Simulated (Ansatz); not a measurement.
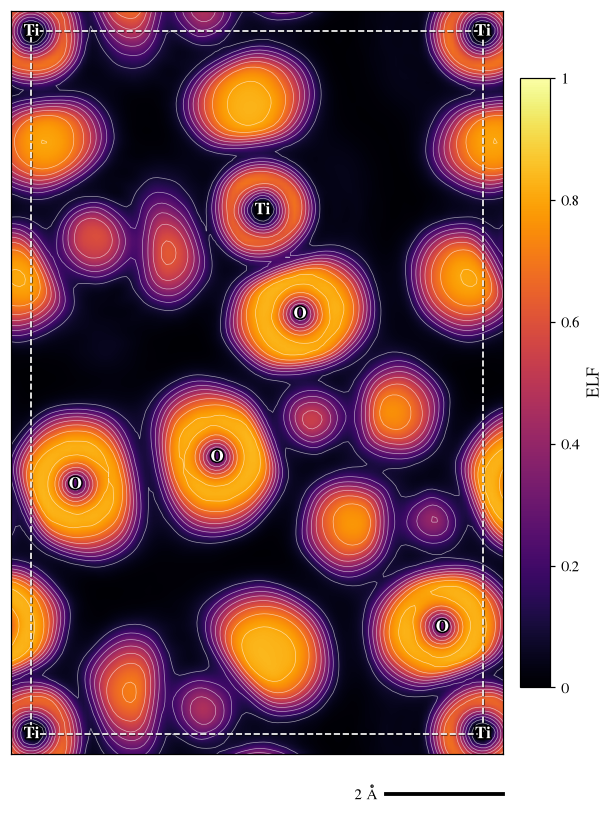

The picture shows: Ti₁₀O₁₉ (cell with a defect). Electron localisation function on the (011) plane of the calculation cell.

Computed without spin polarisation.

All numbers below come from DFT PBE, scalar-relativistic, plane waves, PAW (Ansatz).

Input

```
crystal:
  lattice:
    - [5.6988248051, -1.8996082684, -4.8485069563]
    - [1.8996082684, 5.6988248051, 4.8485069563]
    - [-1.8996082684, -5.6988248051, 4.8485069563]
  atoms:
    - { symbol: Ti, position: [0.4, 0.6, 0.8] }
    - { symbol: Ti, position: [0.6, 0.4, 0.2] }
    - { symbol: Ti, position: [0.0, 0.0, 0.0] }
    - { symbol: Ti, position: [0.2, 0.8, 0.4] }
    - { symbol: Ti, position: [0.8036117507, 0.1786728352, 0.5974512925] }
    - { symbol: Ti, position: [0.6951890044, 0.5311068626, 0.6503030848] }
    - { symbol: Ti, position: [0.9087768981, 0.353159823, 0.0626161409] }
    - { symbol: Ti, position: [0.3, 0.95, 0.85] }
    - { symbol: Ti, position: [0.5, 0.75, 0.25] }
    - { symbol: Ti, position: [0.1, 0.15, 0.45] }
    - { symbol: O, position: [1.0, 0.2064947465, 0.2064947465] }
    - { symbol: O, position: [0.4, 0.8064947465, 0.0064947465] }
    - { symbol: O, position: [0.6, 0.6064947465, 0.4064947465] }
    - { symbol: O, position: [0.2, 0.0064947465, 0.6064947465] }
    - { symbol: O, position: [0.7, 0.7564947465, 0.8564947465] }
    - { symbol: O, position: [0.9, 0.5564947465, 0.2564947465] }
    - { symbol: O, position: [0.3, 0.1564947465, 0.0564947465] }
    - { symbol: O, position: [0.5, 0.9564947465, 0.4564947465] }
    - { symbol: O, position: [0.1, 0.3564947465, 0.6564947465] }
    - { symbol: O, position: [0.7, 0.3435052535, 0.4435052535] }
    - { symbol: O, position: [0.9, 0.1435052535, 0.8435052535] }
    - { symbol: O, position: [0.3, 0.7435052535, 0.6435052535] }
    - { symbol: O, position: [0.5, 0.5435052535, 0.0435052535] }
    - { symbol: O, position: [0.1, 0.9435052535, 0.2435052535] }
    - { symbol: O, position: [0.8, 0.9935052535, 0.3935052535] }
    - { symbol: O, position: [1.0, 0.7935052535, 0.7935052535] }
    - { symbol: O, position: [0.4, 0.3935052535, 0.5935052535] }
    - { symbol: O, position: [0.6, 0.1935052535, 0.9935052535] }
    - { symbol: O, position: [0.2, 0.5935052535, 0.1935052535] }
  host:
    lattice:
      - [-1.8996082684, 1.8996082684, 4.8485069563]
      - [1.8996082684, -1.8996082684, 4.8485069563]
      - [1.8996082684, 1.8996082684, -4.8485069563]
    atoms:
      - { symbol: Ti, position: [0.0, 0.0, 0.0] }
      - { symbol: Ti, position: [0.75, 0.25, 0.5] }
      - { symbol: O, position: [0.2064947465, 0.2064947465, 0.0] }
      - { symbol: O, position: [0.9564947465, 0.4564947465, 0.5] }
      - { symbol: O, position: [0.5435052535, 0.0435052535, 0.5] }
      - { symbol: O, position: [0.7935052535, 0.7935052535, 0.0] }
basis:
  ecutwfc: 420
  xc_grid: 2
kpoints:
  mp_grid: { grid: [2, 2, 2], shift: [0.5, 0.5, 0.5] }
hamiltonian:
  xc: pbe
scf:
  occupations: { method: gaussian, width: 0.01 }
output:
  forces: true
  stress: false
  eigenvalues: true
  charged_corrections: { defect_position: [0.8, 0.40649475, 0.80649475] }
  write_density: true
  write_potential: true
  elf: true
  volumetric_format: npy
relax:
  adjacent_minimum: "off"
  f_tol: 0.025
  max_steps: 60
```

Run with:

```sh
ansatz run input.yaml --threads 8 --pin off --max-ram 22528MiB --backend cpu --events-out ev --progress --plain --runs-dir out
```

The fields are those of the relaxed geometry.

Interpret the plot.

The section cuts through Ti and O sites.
Atoms just off the plane (Ti, 0.6 Å away and O, 0.6 Å away) can leave unmarked features too.
Ti–O (1.89 Å): the ELF peaks at about 0.80 in the valence shell of O, 0.6 Å from its nucleus, and is about 0.25 at the midpoint: no shared electron pair shows on this line.
Ti–O (1.95 Å): the ELF peaks at about 0.85 in the valence shell of O, 0.6 Å from its nucleus, and is about 0.20 at the midpoint; no localised pair shows between them.
Ti–O (1.95 Å): the ELF peaks at about 0.85 in the valence shell of O, 0.6 Å from its nucleus, and is about 0.20 at the midpoint: no localised pair shows between them.
The features right at Ti lie inside the PAW spheres, where the map follows smoothed inner orbitals and isn't to be read closely.

Does the calculation make it a metal, or give it a gap?

It is metallic or semimetallic at this level of theory: no gap opens.
